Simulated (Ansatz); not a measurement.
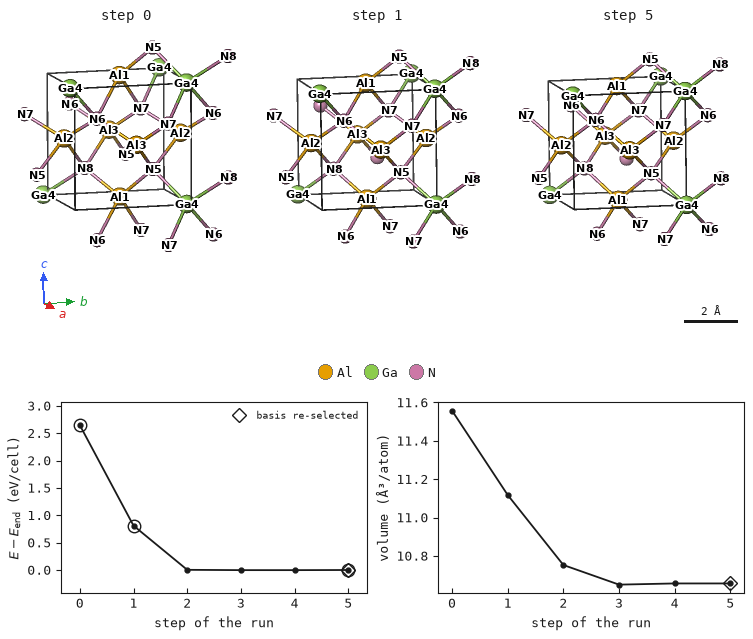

Frames of a relaxation of a crystal of Al3GaN4 (set up in P1), marked on the history of the run. The picture is a ball-and-stick view of the cell of the calculation, seen slightly off an axis.

Case: all atoms moved at random, sigma 0.1 Å for each component, cell strained at random, sigma 0.06; relaxed back.

Computed with Ansatz, DFT r2SCAN, scalar-relativistic, plane waves, PAW. Settings: plane-wave cutoff 500 eV; k-point mesh 6 × 6 × 6; occupations gaussian; smearing width 0.05 eV; no spin polarisation; cell and atoms relaxed; force threshold 0.01 eV/Å; at most 80 steps.

Q: Describe the path.

A: After 4 accepted moves (5 points after the start) the energy has fallen by 2.646 eV per cell of the calculation. The largest force component goes from 3.5 to 0.0024 eV/Å. Pressure: −7.50 GPa at the start and 0.02 GPa at the end. The SCF was repeated once at an unchanged geometry on a basis and grid sized afresh for the cell, which shifted the energy by 2.4 meV per cell of the calculation at most. The atom that moves furthest relative to the cell is Ga4 (0.27 Å along [2 1 0]). Largest moves by element: Ga 0.27 Å, Al 0.21 Å, N 0.18 Å. The volume changes by −7.8 %, with a 4.353 → 4.401 Å (+1.1 %), b 4.537 → 4.401 Å (−3.0 %), c 4.689 → 4.401 Å (−6.1 %), α 88.7° → 90.0°, β 90.8° → 90.0°, γ 87.0° → 90.0°. Some distances before and after: Al1–N6 2.306 → 1.892 Å, Ga4–N8 2.268 → 1.948 Å, Ga4–N7 2.214 → 1.948 Å, Al3–N8 2.058 → 1.892 Å. Bond angles that change, for instance: N5–Ga4–N6 130.6° → 109.5°, Al1–N7–Ga4 92.3° → 108.3°, N6–Al1–N7 91.5° → 107.0°. The space group (tolerance 0.01 Å) goes from P1 (No. 1) to P-43m (No. 215). The run took 3.4 min on 2 threads of Arm Neoverse V2, on a shared host, peak memory 0.7 GiB. From step 0 to 1: Ga4 moves most (0.16 Å), volume −3.8 %, energy −1.836 eV per cell of the calculation. From step 1 to 5: Ga4 moves most (0.12 Å), volume −4.1 %, energy −0.810 eV per cell of the calculation.
